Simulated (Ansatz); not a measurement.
Single-point calculation, with input and output: AlAs (part 1 of 2)

The run: single-point calculation of AlAs (slab, 16 atoms in the cell). Method and program: DFT PBE+D3(BJ), scalar-relativistic, plane waves, PAW, no spin polarisation (Ansatz 0.2.0).

The structure derives from an entry of the Crystallography Open Database. It belongs to a series of runs on one base structure; here: the slab at its places in the relaxed adsorbed structure. Figures and captions count atoms from 1; the log counts them from 0 in places.

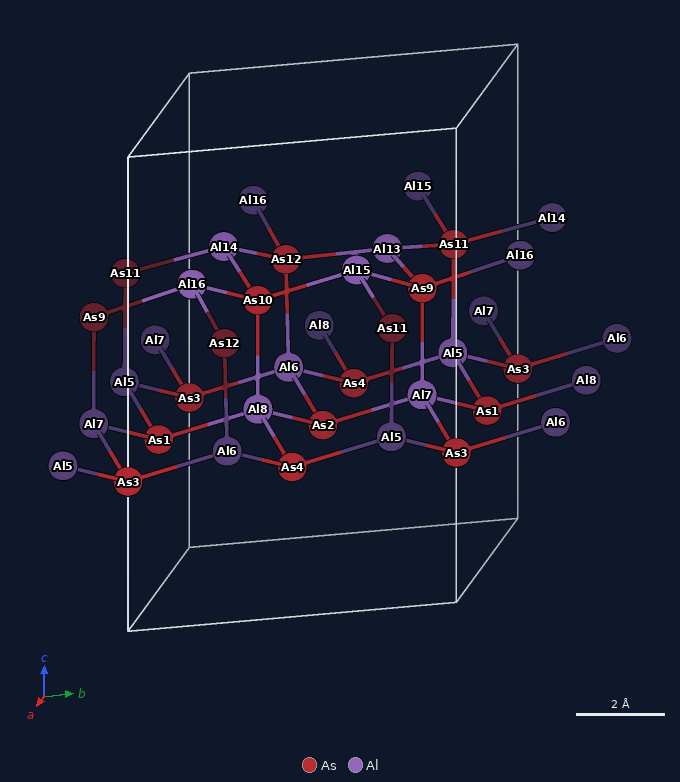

Fig. 1: The structure (ball-and-stick view of the cell of the calculation, with the vacuum cut short, seen slightly off an axis; neighbours outside the cell are drawn fainter; atoms are numbered from 1 in the order of the input). An atom can appear more than once, as a periodic image.

The input
```yaml
crystal:
  lattice:
    - [8.0103882425, 0.0, 0.0]
    - [-4.0051941213, 6.9371997122, 0.0]
    - [0.0, 0.0, 25.3176841325]
  atoms:
    - { symbol: As, position: [0.5, 0.0, 0.3159846674] }
    - { symbol: As, position: [0.5, 0.5, 0.3159846674] }
    - { symbol: As, position: [0.0, 0.0, 0.3159846674] }
    - { symbol: As, position: [0.0, 0.5, 0.3159846674] }
    - { symbol: Al, position: [0.1666666667, 0.8333333333, 0.3482765951] }
    - { symbol: Al, position: [0.1666666667, 0.3333333333, 0.3482765951] }
    - { symbol: Al, position: [0.6666666667, 0.8333333333, 0.3482765951] }
    - { symbol: Al, position: [0.6666666667, 0.3333333333, 0.3482765951] }
    - { symbol: As, position: [0.671598823, 0.8350209487, 0.4482497161] }
    - { symbol: As, position: [0.6695049706, 0.3333011057, 0.4504741268] }
    - { symbol: As, position: [0.1600293164, 0.8346798398, 0.4491660378] }
    - { symbol: As, position: [0.159831176, 0.3236965814, 0.4489480944] }
    - { symbol: Al, position: [0.3311990246, 0.6647260802, 0.4632543395] }
    - { symbol: Al, position: [0.3364116448, 0.167574348, 0.4789584424] }
    - { symbol: Al, position: [0.8294850771, 0.664213311, 0.4821859259] }
    - { symbol: Al, position: [0.8301242928, 0.1631863283, 0.4826244382] }
basis:
  ecutwfc: 420
kpoints:
  mp_grid: { grid: [2, 2, 1] }
hamiltonian:
  xc: pbe
  dispersion: d3bj
scf:
  occupations: { method: gaussian, width: 0.05 }
output:
  forces: true
  eigenvalues: true
  write_density: true
  volumetric_format: npy
efield:
  axis: 3
  dipole_correction: true
  ramp_width: 0.04
```

Hardware: 4 threads of Intel Xeon (Granite Rapids), 144 GiB of memory available, shared host.

Run as:
```bash
ansatz run input.yaml --threads 4 --pin off --max-ram 10240MiB --backend cpu --events-out ev --progress --plain --runs-dir out
```

The program's output
```
Engine: ansatz 0.2.0, x86_64-unknown-linux-gnu
Pseudopotentials: kind: paw
Pseudopotential: As, paw, valence charge 15, recommended cutoff 420 eV (normal), As.paw.azcp
Pseudopotential: Al, paw, valence charge 3, recommended cutoff 420 eV (normal), Al.paw.azcp
Functional definition: PBE
  parameter kappa = 0.804
  parameter beta = 0.06672455060314922
  exchange = pbe_x(kappa = kappa, mu = beta*pi^2/3)
  correlation = pbe_c(beta = beta)
Crystal: 16 atoms, lattice volume = 1406.895 Å³
Basis set: ecut = 420 eV, 27607 PW (Γ), exchange–correlation on 108×108×360 points (8 copies of the dense FFT grid, shifted against one another)
Bands: 88, of which v1, the nominal top of the filled ones, is band 72 counted from 1 (71 counted from 0)
Symmetry: 1 space group operations
Space group: P1 (ITA 1), of the structure as read, at distance tolerance 1.1e-4 Å
k-points: 4
Non-local potential: As, projectors of the file, l = 0: 2, l = 1: 2, l = 2: 3, l = 3: 1
Non-local potential: Al, projectors of the file, l = 0: 2, l = 1: 2, l = 2: 1
PAW form: soft (Blöchl's): semilocal exchange-correlation on the pseudo side does not see the compensation charge
PAW one-centre angular grid: As, 590 points (default); XC on 64 Gauss nodes
PAW one-centre angular grid: Al, 110 points (default); XC on 64 Gauss nodes
Initial density: superposition of atomic densities (neutral atoms: chi_scale 0, normalization atom), corrected by the library's trained network
Initial wavefunctions: pseudopotential atomic-orbital guess
Functional: x = pbe(κ = 0.804, μ = 0.2195149727645171), c = pbe(β = 0.06672455060314922)
SCF iter   1: F=—  HF=-43152.480823 eV  |F-HF|=—  |Δ(HF+E_count)|=         —  Δρ=2.73e-3  dr2=1.65e0  ethr=1.77e-3  p=0.626 e·Å  D=8.05e-2 V/Å  ΔV_dip=-2.04 eV  dr2_dipole=4.55e-1  V_vac-E_F(+/−)=3.43/5.47 eV  ⟨swp⟩=9.5  Hψ=1585  notcnv=0  defer=4
efield: sawtooth ramp at fractional position 0.8793 (placed from the atoms, in the widest stretch of the axis that holds none; the zero of the levels goes with the place), width 0.0400; the density the first Hamiltonian is built on has a dipole p = 0.626 e·Å; the dipole correction subtracts the counter field D = 8.05e-2 V/Å, which shifts the + side's vacuum level by -2.04 eV against the − side's; the planar-averaged density in the ramp window peaks in size at 4.6e-7 e/Å³
preconditioner: auto → Resta (q_TF=auto, 1.866 Å⁻¹)  ε∞=2.1  [insulator: Δε(μ)=0.508 eV  Ē_g=7.442 eV  σ=0.050 eV  W_gap=1.00  n_scr=164 (ndim 8)  ℏωp=7.9 eV  f_vac=0.678  D(μ)=0.00/eV (n_scr^D=0)  ε∞_Penn≈2.1  vacuum switching on, ρ_ref=4.0e-3 e/Å³]
SCF iter   2: F=—  HF=-43154.771043 eV  |F-HF|=—  |Δ(HF+E_count)|=    2.29e0  Δρ=1.55e-2  dr2=6.10e1  ethr=1.14e-3  p=1.265 e·Å  D=1.63e-1 V/Å  ΔV_dip=-4.12 eV  dr2_dipole=1.93e1  V_vac-E_F(+/−)=2.27/6.39 eV  ⟨swp⟩=3.0  Hψ=520  notcnv=0  defer=38  recentre
preconditioner: auto → LDOS  [metal: Δε(μ)=0.027 eV  Ē_g=7.079 eV  σ=0.050 eV  W_gap=0.28  n_scr=164 (ndim 8)  ℏωp=7.9 eV  f_vac=0.678  D(μ)=31.24/eV (n_scr^D=214)  β→1.0]
SCF iter   3: F=—  HF=-43152.409663 eV  |F-HF|=—  |Δ(HF+E_count)|=    2.36e0  Δρ=2.14e-3  dr2=9.60e-1  ethr=1.14e-3  p=0.662 e·Å  D=8.52e-2 V/Å  ΔV_dip=-2.16 eV  dr2_dipole=2.57e-1  V_vac-E_F(+/−)=3.35/5.51 eV  ⟨swp⟩=3.2  Hψ=495  notcnv=0  defer=13
SCF iter   4: F=—  HF=-43152.337082 eV  |F-HF|=—  |Δ(HF+E_count)|=   7.26e-2  Δρ=1.28e-3  dr2=2.69e-1  ethr=6.66e-4  p=0.720 e·Å  D=9.26e-2 V/Å  ΔV_dip=-2.35 eV  dr2_dipole=6.47e-2  V_vac-E_F(+/−)=3.20/5.55 eV  ⟨swp⟩=1.5  Hψ=418  notcnv=0  defer=27
SCF iter   5: F=—  HF=-43152.328703 eV  |F-HF|=—  |Δ(HF+E_count)|=   8.38e-3  Δρ=1.62e-3  dr2=5.55e-1  ethr=1.87e-4  p=0.777 e·Å  D=1.00e-1 V/Å  ΔV_dip=-2.53 eV  dr2_dipole=1.60e-1  V_vac-E_F(+/−)=3.05/5.58 eV  ⟨swp⟩=2.0  Hψ=397  notcnv=0  defer=38
SCF iter   6: F=—  HF=-43152.320036 eV  |F-HF|=—  |Δ(HF+E_count)|=   8.67e-3  Δρ=6.87e-4  dr2=6.08e-2  ethr=1.87e-4  p=0.738 e·Å  D=9.49e-2 V/Å  ΔV_dip=-2.40 eV  dr2_dipole=1.26e-2  V_vac-E_F(+/−)=3.14/5.55 eV  ⟨swp⟩=1.2  Hψ=315  notcnv=0  defer=38
SCF iter   7: F=—  HF=-43152.316841 eV  |F-HF|=—  |Δ(HF+E_count)|=   3.20e-3  Δρ=2.57e-4  dr2=4.73e-3  ethr=4.22e-5  p=0.747 e·Å  D=9.61e-2 V/Å  ΔV_dip=-2.43 eV  dr2_dipole=1.35e-3  V_vac-E_F(+/−)=3.11/5.54 eV  ⟨swp⟩=1.0  Hψ=408  notcnv=0  defer=38
SCF iter   8: F=—  HF=-43152.317292 eV  |F-HF|=—  |Δ(HF+E_count)|=   4.51e-4  Δρ=3.16e-4  dr2=2.02e-2  ethr=3.28e-6  p=0.747 e·Å  D=9.61e-2 V/Å  ΔV_dip=-2.43 eV  dr2_dipole=5.99e-3  V_vac-E_F(+/−)=3.10/5.53 eV  ⟨swp⟩=1.2  Hψ=329  notcnv=0  defer=38
SCF iter   9: F=—  HF=-43152.317069 eV  |F-HF|=—  |Δ(HF+E_count)|=   2.23e-4  Δρ=2.48e-4  dr2=1.27e-2  ethr=3.28e-6  p=0.743 e·Å  D=9.56e-2 V/Å  ΔV_dip=-2.42 eV  dr2_dipole=3.66e-3  V_vac-E_F(+/−)=3.10/5.52 eV  ⟨swp⟩=1.0  Hψ=314  notcnv=0  defer=38
SCF iter  10: F=—  HF=-43152.316718 eV  |F-HF|=—  |Δ(HF+E_count)|=   3.51e-4  Δρ=6.02e-5  dr2=3.41e-4  ethr=3.28e-6  p=0.737 e·Å  D=9.48e-2 V/Å  ΔV_dip=-2.40 eV  dr2_dipole=6.09e-5  V_vac-E_F(+/−)=3.12/5.52 eV  ⟨swp⟩=1.8  Hψ=317  notcnv=0  defer=38
SCF iter  11: F=—  HF=-43152.316723 eV  |F-HF|=—  |Δ(HF+E_count)|=   4.90e-6  Δρ=5.54e-5  dr2=5.12e-4  ethr=2.37e-7  p=0.736 e·Å  D=9.46e-2 V/Å  ΔV_dip=-2.40 eV  dr2_dipole=1.24e-4  V_vac-E_F(+/−)=3.12/5.52 eV  ⟨swp⟩=2.0  Hψ=319  notcnv=0  defer=38
SCF iter  12: F=—  HF=-43152.316704 eV  |F-HF|=—  |Δ(HF+E_count)|=   1.92e-5  Δρ=1.95e-5  dr2=6.10e-5  ethr=2.37e-7  p=0.736 e·Å  D=9.47e-2 V/Å  ΔV_dip=-2.40 eV  dr2_dipole=1.44e-5  V_vac-E_F(+/−)=3.12/5.52 eV  ⟨swp⟩=1.0  Hψ=314  notcnv=0  defer=38
SCF iter  13: F=—  HF=-43152.316626 eV  |F-HF|=—  |Δ(HF+E_count)|=   7.82e-5  Δρ=4.62e-6  dr2=2.38e-6  ethr=4.24e-8  p=0.736 e·Å  D=9.47e-2 V/Å  ΔV_dip=-2.40 eV  dr2_dipole=4.68e-7  V_vac-E_F(+/−)=3.12/5.52 eV  ⟨swp⟩=2.0  Hψ=351  notcnv=0  defer=38
SCF iter  14: F=-43152.316625 eV  HF=-43152.316625 eV  |F-HF|=2.56e-9  |Δ(HF+E_count)|=   5.08e-8  Δρ=1.43e-6  dr2=8.54e-8  ethr=6.94e-11  p=0.736 e·Å  D=9.47e-2 V/Å  ΔV_dip=-2.40 eV  dr2_dipole=4.18e-9  V_vac-E_F(+/−)=3.12/5.52 eV  ⟨swp⟩=17.8  Hψ=2083  notcnv=0
SCF 1 converged in 14 iterations: F = -43152.316625 eV  dr2 = 8.54e-8
  greatest PAW one-centre occupation: 0.999 electrons in one spin orbital (limit 2), on the As atom at site 1 (counted from 0), in its partial waves of l = 2
```

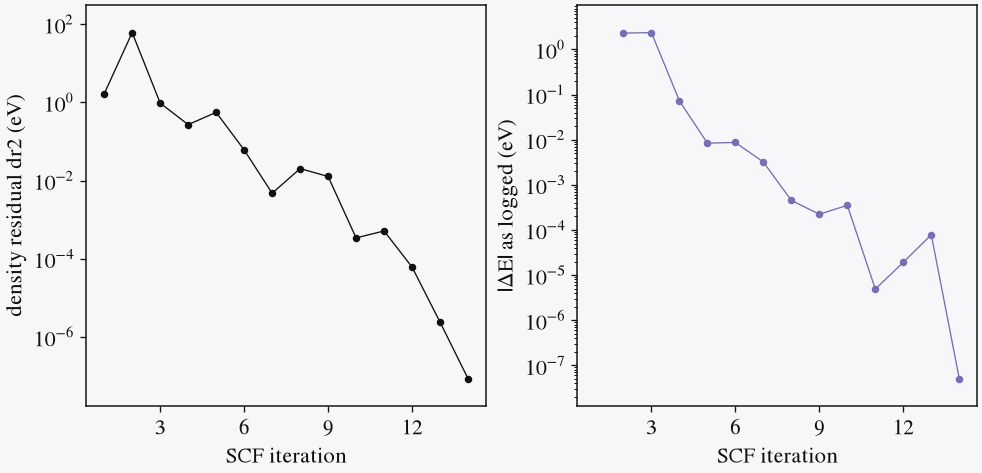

Fig. 2: Convergence of the self-consistent field: density residual dr2 and size of the energy change against the SCF iteration. The residual falls unevenly and jumps up by a factor of two or more 3 times on the way down.

```
SCF converged after 14 iterations
Free energy (F): -43152.316625 eV
Harris-Foulkes:  -43152.316625 eV  (|F-HF|=2.56e-9)
Internal energy: -43152.303501 eV  (E = F + TS)
E sigma→0 (E₀):  -43152.310063 eV
Entropy (-TS):   -0.013125 eV (-0.820 meV/atom)
Fermi energy:    -1.378446 eV
Dipole field:    D = 0.094702 V/Å  (p = 0.736310 e·Å, saw-weighted, corrected)
Work function:   Φ+ = 3.1208 eV   Φ− = 5.5185 eV
Levels:          The Fermi level and band energies are counted from a zero that moves with the ramp; work functions are not
--- Per-component energies (eV) ---
  E_band       = -3320.576167
  E_kinetic    = 998.529974
  E_local      = -99197.032589  (includes V_loc(G=0)·N_el)
  E_nonlocal   = -5279.836977
  E_hartree    = 49590.822866
  E_xc         = -943.210323
  E_vxc        = -854.011042  (∫ρ·V_xc dr)
  E_paw        = -18420.955828  (= ΣΔE_a)
  E_vpaw       = 1826.037941  (= ΣTr[D̂ρ^β])
  E_aug_tail   = 0.000047  (compensation charges beyond the density's cutoff)
  E_efield     = 0.034865  (sawtooth field / dipole correction)
  E_vefield    = 4.116517  (∫n·V_field dr)
  E_ewald      = 30102.723705
  E_disp       = -3.379241  (pairwise vdW)
  E_smearing   = -0.013125  (= −TS)
  E_closure    = 0.000000  (closes the sum)
  Σ components = -43152.316625   (vs F -43152.316625, Δ=0.00e0)
```
